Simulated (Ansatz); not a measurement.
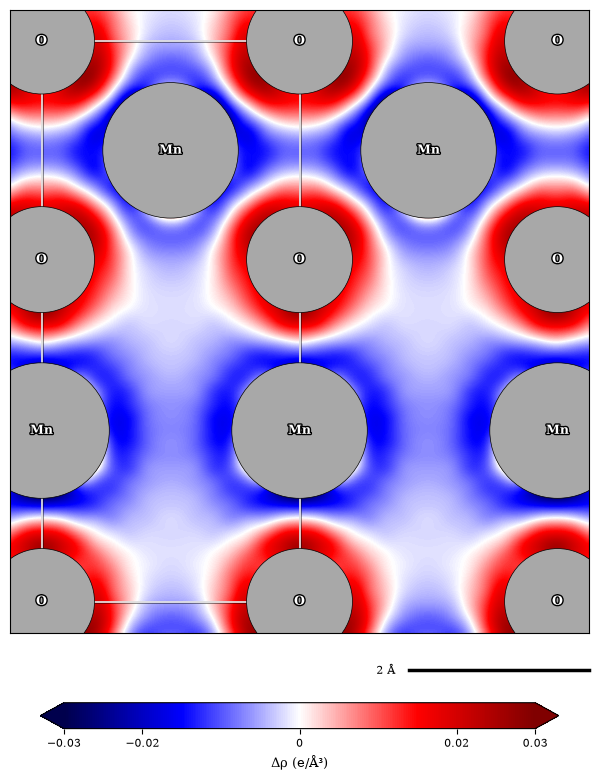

MnO₂. Difference of the valence pseudo-densities of two functionals at the same geometry, on the (11̄0) plane of the calculation cell: r2SCAN less PBE.

Both computed with Ansatz (plane waves, PAW), on the same k-point mesh. Grey discs cover the atomic cores.

```cif
data_structure
_symmetry_space_group_name_H-M 'P 1'
_symmetry_Int_Tables_number 1
_cell_length_a 4.3306
_cell_length_b 4.4623
_cell_length_c 2.8625
_cell_angle_alpha 90.000
_cell_angle_beta 90.000
_cell_angle_gamma 90.000
_cell_volume 55.32
loop_
_atom_site_label
_atom_site_type_symbol
_atom_site_fract_x
_atom_site_fract_y
_atom_site_fract_z
_atom_site_occupancy
Mn1 Mn 0.00000 0.00000 0.00000 1
Mn2 Mn 0.50000 0.50000 0.50000 1
O1 O 0.78601 0.17704 0.50000 1
O2 O 0.71399 0.67704 0.00000 1
O3 O 0.28601 0.32296 0.00000 1
O4 O 0.21399 0.82296 0.50000 1
```

> What does the difference map show?

Against PBE, r2SCAN gives less density around Mn (−0.006 e/Å³ on average at 1.0 Å from the nucleus) and more density around O (+0.015 e/Å³ on average at 0.7 Å from the nucleus).
